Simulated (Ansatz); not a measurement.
## HgS: geometry relaxation (part 1 of 3)

- system: HgS (slab, 12 atoms in the cell)
- method: DFT PBEsol, scalar-relativistic, plane waves, PAW, no spin polarisation (Ansatz 0.2.0)

The structure derives from an entry of the Crystallography Open Database. The input holds or restrains some coordinates. Forces given for the steps count only the free coordinates. It belongs to a series of runs on one base structure; here: clean surface, atoms relaxed. Figures and captions count atoms from 1; the log counts them from 0 in places.

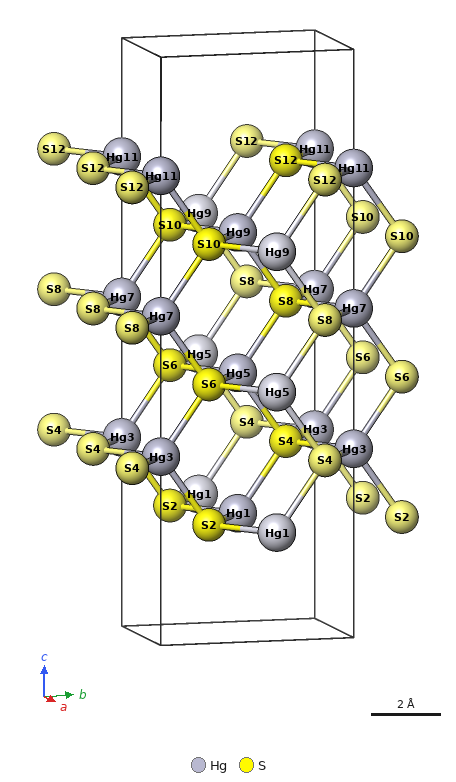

The input geometry (ball-and-stick view of the cell of the calculation, with the vacuum cut short, seen slightly off an axis; neighbours outside the cell are drawn fainter; atoms are numbered from 1 in the order of the input). An atom can appear more than once, as a periodic image. Near neighbours in the periodic cell (some may lie outside the picture): Hg has 3 S at 2.54 Å; S has 3 Hg at 2.54 Å; Hg has 4 S at 2.54 Å; S has 4 Hg at 2.54 Å.

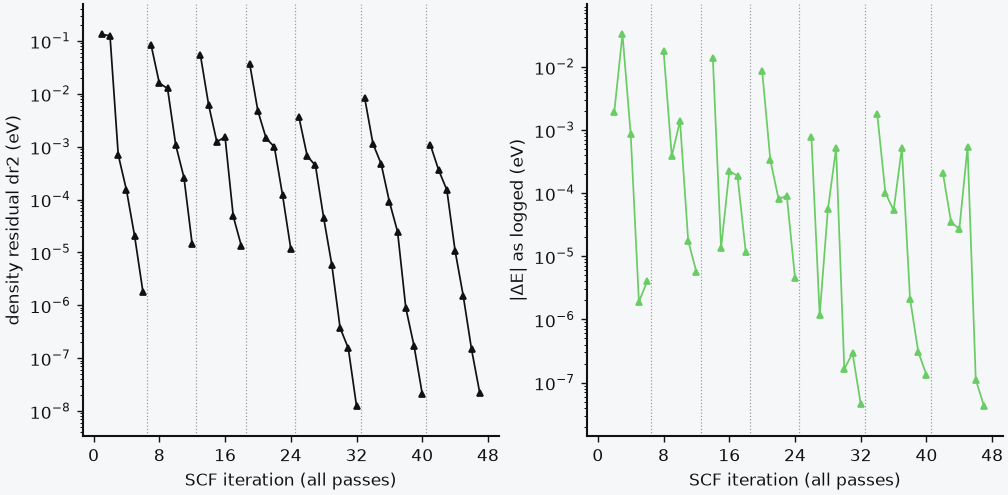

Convergence of the self-consistent field: density residual dr2 and size of the energy change against the SCF iteration. The dotted lines part the SCF passes of the relaxation: geometry steps, rejected trials and re-solves on a re-selected basis. The 7 passes take 6 to 8 iterations each, 47 in all.

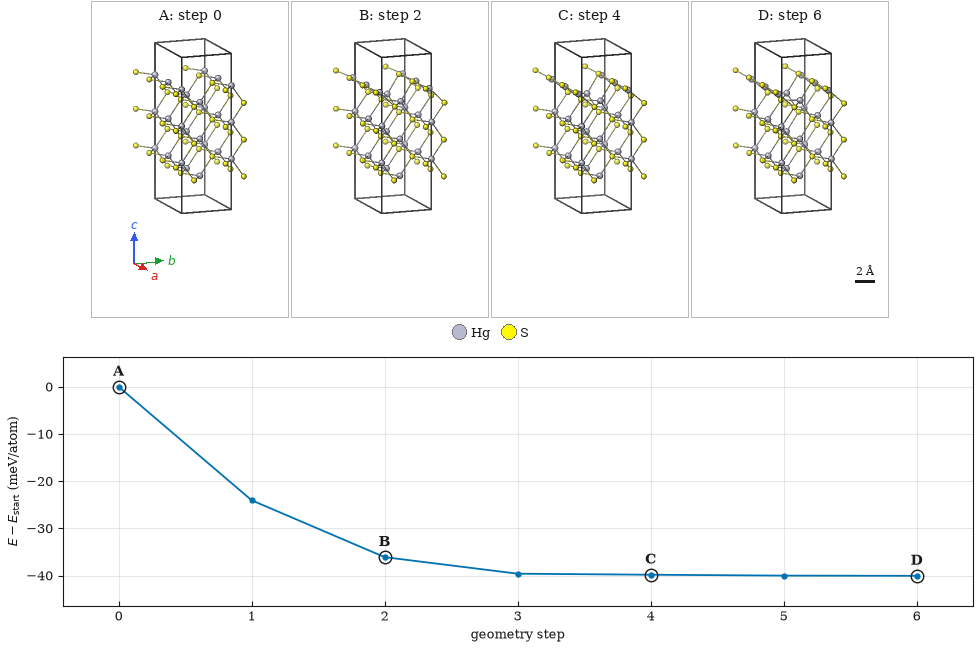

Frames of the restrained relaxation (ball-and-stick view of the 2 × 1 repeat of the cell, with the vacuum cut short, with bonded neighbours outside it, seen slightly off an axis) above the curves, on which the letters mark them (the first geometry is step 0 here and step 1 in the log).

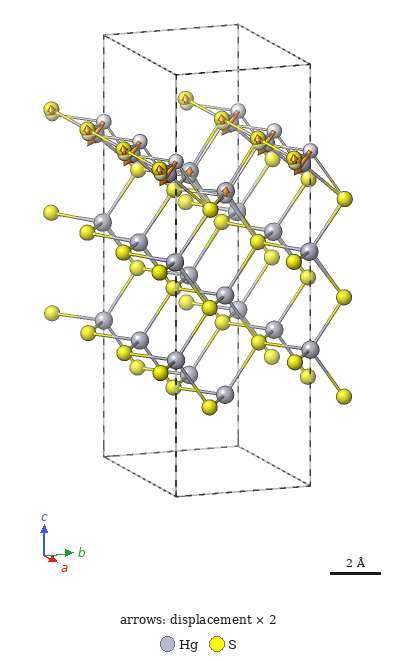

Start (faint) and end (solid) with the displacements as orange arrows, magnified 2 times (ball-and-stick view of the 2 × 1 repeat of the cell, with the vacuum cut short, with bonded neighbours outside it, seen slightly off an axis). The atom that moves furthest is Hg11 (0.61 Å). Largest moves by element: Hg 0.61 Å, S 0.21 Å. The lattice vectors keep their values. Among the contacts that change: S8–Hg9 2.537 → 2.623 Å, Hg11–S12 2.537 → 2.464 Å, S10–Hg11 2.537 → 2.476 Å, Hg7–S10 2.537 → 2.590 Å. Among the angles that change: Hg9–S12–Hg11 109.5° → 91.3°, Hg7–S10–Hg11 109.5° → 94.6°, S10–Hg11–S12 109.5° → 122.3°. The energy falls by 40.1 meV per atom in 6 geometry steps. Largest force component: 1.1 eV/Å at the start, 0.012 eV/Å at the end. (Atoms are counted from 1 in the order of the input.)

These pictures come from the run below.

The input:
```yaml
crystal:
  lattice:
    - [4.14223152, 0.0, 0.0]
    - [0.0, 5.858, 0.0]
    - [0.0, 0.0, 30.3555787433]
  atoms:
    - { symbol: Hg, position: [0.5, 0.5, 0.3294287381] }
    - { symbol: S, position: [0.0, 0.25, 0.3294287381] }
    - { symbol: Hg, position: [0.0, 0.0, 0.3976572466] }
    - { symbol: S, position: [0.5, 0.75, 0.3976572466] }
    - { symbol: Hg, position: [0.5, 0.5, 0.4658857458] }
    - { symbol: S, position: [0.0, 0.25, 0.4658857458] }
    - { symbol: Hg, position: [0.0, 0.0, 0.5341142542] }
    - { symbol: S, position: [0.5, 0.75, 0.5341142542] }
    - { symbol: Hg, position: [0.5, 0.5, 0.6023427534] }
    - { symbol: S, position: [0.0, 0.25, 0.6023427534] }
    - { symbol: Hg, position: [0.0, 0.0, 0.6705712619] }
    - { symbol: S, position: [0.5, 0.75, 0.6705712619] }
basis:
  ecutwfc: 420.0
  fft_grid_basis: typed
kpoints:
  mp_grid: { grid: [6, 5, 1] }
hamiltonian:
  xc: pbesol
scf:
  occupations: { method: gaussian, width: 0.05 }
output:
  forces: true
  eigenvalues: true
efield:
  axis: 3
  dipole_correction: true
  ramp_width: 0.04
relax:
  adjacent_minimum: "off"
  f_tol: 0.04
  max_steps: 40
  constraints: [{ sites: [0, 1, 2, 3, 4, 5] }]
```

Command:
```bash
ansatz run input.yaml --threads 2 --pin off --max-ram 4423MiB --backend cpu --events-out ev --progress --plain --runs-dir out
```

Log:
```
Engine: ansatz 0.2.0, aarch64-unknown-linux-gnu
Pseudopotentials: kind: paw
Pseudopotential: Hg, paw, valence charge 20, recommended cutoff 420 eV (normal), Hg.paw.azcp
Pseudopotential: S, paw, valence charge 6, recommended cutoff 420 eV (normal), S.paw.azcp
Functional definition: PBEsol
  exchange = pbesol_x
  correlation = pbesol_c
Crystal: 12 atoms, lattice volume = 736.584 Å³
Basis set: ecut = 420 eV, 14291 PW (Γ), exchange–correlation on 60×80×432 points (8 copies of the dense FFT grid, shifted against one another)
Bands: 94, of which v1, the nominal top of the filled ones, is band 78 counted from 1 (77 counted from 0)
Symmetry: 2 space group operations
k-points: 12 of 30 (time reversal used)
Non-local potential: Hg, projectors of the file, l = 0: 3, l = 1: 2, l = 2: 2, l = 3: 1
Non-local potential: S, projectors of the file, l = 0: 2, l = 1: 2, l = 2: 2
PAW form: soft (Blöchl's): semilocal exchange-correlation on the pseudo side does not see the compensation charge
PAW frozen core: Hg, regenerated for the run's functional, and the local potential with it (the file was generated under x = pbe(κ = 0.804, μ = 0.2195149727645171), c = pbe(β = 0.06672455060314922))
PAW frozen core: S, regenerated for the run's functional, and the local potential with it (the file was generated under x = pbe(κ = 0.804, μ = 0.2195149727645171), c = pbe(β = 0.06672455060314922))
PAW one-centre angular grid: Hg, 590 points (default); XC on 64 Gauss nodes
PAW one-centre angular grid: S, 110 points (default); XC on 64 Gauss nodes
Initial density: superposition of atomic densities (neutral atoms: chi_scale 0, normalization atom), corrected by the library's trained network
Initial wavefunctions: pseudopotential atomic-orbital guess
Functional: x = pbesol(κ = 0.804, μ = 0.12345679012345678), c = pbesol(β = 0.046)
SCF iter   1: F=—  HF=-87317.963689 eV  |F-HF|=—  |Δ(HF+E_count)|=         —  Δρ=3.00e-3  dr2=1.34e-1  ethr=1.77e-3  p=0.000 e·Å  D=1.64e-13 V/Å  ΔV_dip=-0.00 eV  dr2_dipole=2.49e-9  V_vac-E_F(+/−)=5.07/5.07 eV  ⟨swp⟩=8.2  Hψ=5064  notcnv=0  defer=49
efield: sawtooth ramp at fractional position 0.9800 (placed from the atoms, in the widest stretch of the axis that holds none; the zero of the levels goes with the place), width 0.0400; the density the first Hamiltonian is built on has a dipole p = 0.000 e·Å; the dipole correction subtracts the counter field D = 1.64e-13 V/Å, which shifts the + side's vacuum level by -0.00 eV against the − side's; the planar-averaged density in the ramp window peaks in size at 5.3e-6 e/Å³
preconditioner: auto → LDOS  [insulator: Δε(μ)=0.116 eV  Ē_g=9.931 eV  σ=0.050 eV  W_gap=0.90  n_scr=120 (ndim 8)  ℏωp=14.2 eV  f_vac=0.571  D(μ)=0.39/eV (n_scr^D=2)  ε∞_Penn≈3.1  β→1.0]
SCF iter   2: F=—  HF=-87317.965623 eV  |F-HF|=—  |Δ(HF+E_count)|=   1.93e-3  Δρ=2.72e-3  dr2=1.24e-1  ethr=8.61e-5  p=0.000 e·Å  D=2.15e-5 V/Å  ΔV_dip=-0.00 eV  dr2_dipole=3.33e-8  V_vac-E_F(+/−)=5.33/5.33 eV  ⟨swp⟩=3.0  Hψ=2082  notcnv=0  defer=115
preconditioner: auto → Resta (q_TF=auto, 2.106 Å⁻¹)  ε∞=3.0  [insulator: Δε(μ)=0.221 eV  Ē_g=9.971 eV  σ=0.050 eV  W_gap=1.00  n_scr=120 (ndim 8)  ℏωp=14.2 eV  f_vac=0.570  D(μ)=0.01/eV (n_scr^D=0)  ε∞_Penn≈3.0  vacuum switching on, ρ_ref=7.2e-3 e/Å³  β→0.5]
SCF iter   3: F=—  HF=-87317.932700 eV  |F-HF|=—  |Δ(HF+E_count)|=   3.29e-2  Δρ=3.64e-4  dr2=6.98e-4  ethr=7.94e-5  p=0.000 e·Å  D=1.14e-6 V/Å  ΔV_dip=-0.00 eV  dr2_dipole=1.68e-9  V_vac-E_F(+/−)=5.19/5.19 eV  ⟨swp⟩=2.0  Hψ=1734  notcnv=0  defer=115
SCF iter   4: F=—  HF=-87317.933557 eV  |F-HF|=—  |Δ(HF+E_count)|=   8.57e-4  Δρ=9.13e-5  dr2=1.51e-4  ethr=4.47e-7  p=0.000 e·Å  D=1.21e-5 V/Å  ΔV_dip=-0.00 eV  dr2_dipole=3.54e-8  V_vac-E_F(+/−)=5.18/5.18 eV  ⟨swp⟩=2.0  Hψ=1717  notcnv=0  defer=115
iter 5 did not close the SCF: its close was put off for the readings that it lacked (scf_convergence_deferred on its scf_iter line)
SCF iter   5: F=-87317.933549 eV  HF=-87317.933556 eV  |F-HF|=6.38e-6  |Δ(HF+E_count)|=   1.90e-6  Δρ=3.40e-5  dr2=2.01e-5  ethr=9.70e-8  p=-0.000 e·Å  D=-1.17e-5 V/Å  ΔV_dip=0.00 eV  dr2_dipole=5.12e-8  V_vac-E_F(+/−)=5.18/5.18 eV  ⟨swp⟩=2.0  Hψ=1210  notcnv=0  defer=115
SCF iter   6: F=-87317.933561 eV  HF=-87317.933560 eV  |F-HF|=1.04e-6  |Δ(HF+E_count)|=   4.00e-6  Δρ=1.23e-5  dr2=1.81e-6  ethr=1.29e-8  p=0.000 e·Å  D=2.00e-5 V/Å  ΔV_dip=-0.00 eV  dr2_dipole=1.36e-7  V_vac-E_F(+/−)=5.17/5.17 eV  ⟨swp⟩=15.8  Hψ=5414  notcnv=0
SCF 1 converged in 6 iterations: F = -87317.933561 eV  dr2 = 1.81e-6
  greatest PAW one-centre occupation: 1.000 electrons in one spin orbital (limit 2), on the Hg atom at site 8 (counted from 0), in its partial waves of l = 0
relax step   1: F+E_penalty+E_count = -87317.93356057 eV  Δ(F+E_penalty+E_count) = +0.000e0 eV  max|allowed force component| = 1.060e0 eV/Å  Δτ_max = 0.0000 Å  (6 SCF iters, dr2 threshold 4.00e-5 eV, accepted)
Initial density: handed on by an earlier stage of this run
Initial wavefunctions: those handed on with the density
iter 1 solved again at ethr=5.66e-5 eV; its pass at ethr=3.10e-3 eV (dr2=8.83e-2 eV) is discarded
SCF iter   1: F=—  HF=-87318.241989 eV  |F-HF|=—  |Δ(HF+E_count)|=         —  Δρ=3.14e-3  dr2=8.35e-2  ethr=5.66e-5  p=0.000 e·Å  D=2.13e-5 V/Å  ΔV_dip=-0.00 eV  dr2_dipole=1.05e-3  V_vac-E_F(+/−)=5.13/5.13 eV  ⟨swp⟩=2.0  Hψ=3938  notcnv=0  defer=115
efield: sawtooth ramp at fractional position 0.9800 (handed on by an earlier solve), width 0.0400; the density the first Hamiltonian is built on has a dipole p = 0.000 e·Å; the dipole correction subtracts the counter field D = 2.13e-5 V/Å, which shifts the + side's vacuum level by -0.00 eV against the − side's; the planar-averaged density in the ramp window peaks in size at 6.4e-6 e/Å³
preconditioner: auto → Resta (q_TF=auto, 2.106 Å⁻¹)  ε∞=3.0  [insulator: Δε(μ)=0.225 eV  Ē_g=9.976 eV  σ=0.050 eV  W_gap=1.00  n_scr=120 (ndim 8)  ℏωp=14.2 eV  f_vac=0.572  D(μ)=0.01/eV (n_scr^D=0)  ε∞_Penn≈3.0  vacuum switching on, ρ_ref=7.2e-3 e/Å³]
SCF iter   2: F=—  HF=-87318.223936 eV  |F-HF|=—  |Δ(HF+E_count)|=   1.81e-2  Δρ=1.56e-3  dr2=1.59e-2  ethr=5.35e-5  p=0.014 e·Å  D=3.45e-3 V/Å  ΔV_dip=-0.10 eV  dr2_dipole=4.15e-3  V_vac-E_F(+/−)=5.09/5.20 eV  ⟨swp⟩=2.2  Hψ=1684  notcnv=0  defer=115
SCF iter   3: F=—  HF=-87318.223551 eV  |F-HF|=—  |Δ(HF+E_count)|=   3.84e-4  Δρ=7.67e-4  dr2=1.26e-2  ethr=1.02e-5  p=-0.021 e·Å  D=-5.22e-3 V/Å  ΔV_dip=0.16 eV  dr2_dipole=5.20e-3  V_vac-E_F(+/−)=5.26/5.10 eV  ⟨swp⟩=2.0  Hψ=1731  notcnv=0  defer=115
SCF iter   4: F=—  HF=-87318.222153 eV  |F-HF|=—  |Δ(HF+E_count)|=   1.40e-3  Δρ=3.17e-4  dr2=1.07e-3  ethr=8.07e-6  p=-0.001 e·Å  D=-3.25e-4 V/Å  ΔV_dip=0.01 eV  dr2_dipole=3.18e-4  V_vac-E_F(+/−)=5.19/5.18 eV  ⟨swp⟩=1.9  Hψ=1209  notcnv=0  defer=115
SCF iter   5: F=—  HF=-87318.222171 eV  |F-HF|=—  |Δ(HF+E_count)|=   1.76e-5  Δρ=1.02e-4  dr2=2.60e-4  ethr=6.85e-7  p=-0.007 e·Å  D=-1.63e-3 V/Å  ΔV_dip=0.05 eV  dr2_dipole=5.18e-7  V_vac-E_F(+/−)=5.21/5.16 eV  ⟨swp⟩=2.0  Hψ=1228  notcnv=0  defer=115
SCF iter   6: F=-87318.222175 eV  HF=-87318.222165 eV  |F-HF|=9.45e-6  |Δ(HF+E_count)|=   5.61e-6  Δρ=4.66e-5  dr2=1.42e-5  ethr=4.50e-8  p=-0.007 e·Å  D=-1.79e-3 V/Å  ΔV_dip=0.05 eV  dr2_dipole=1.08e-6  V_vac-E_F(+/−)=5.22/5.16 eV  ⟨swp⟩=14.6  Hψ=5793  notcnv=0
SCF 2 converged in 6 iterations: F = -87318.222175 eV  dr2 = 1.42e-5
  greatest PAW one-centre occupation: 1.000 electrons in one spin orbital (limit 2), on the Hg atom at site 2 (counted from 0), in its partial waves of l = 0
relax step   2: F+E_penalty+E_count = -87318.22217457 eV  Δ(F+E_penalty+E_count) = -2.886e-1 eV  max|allowed force component| = 6.280e-1 eV/Å  Δτ_max = 0.1948 Å  (6 SCF iters, dr2 threshold 7.02e-5 eV, accepted)
```
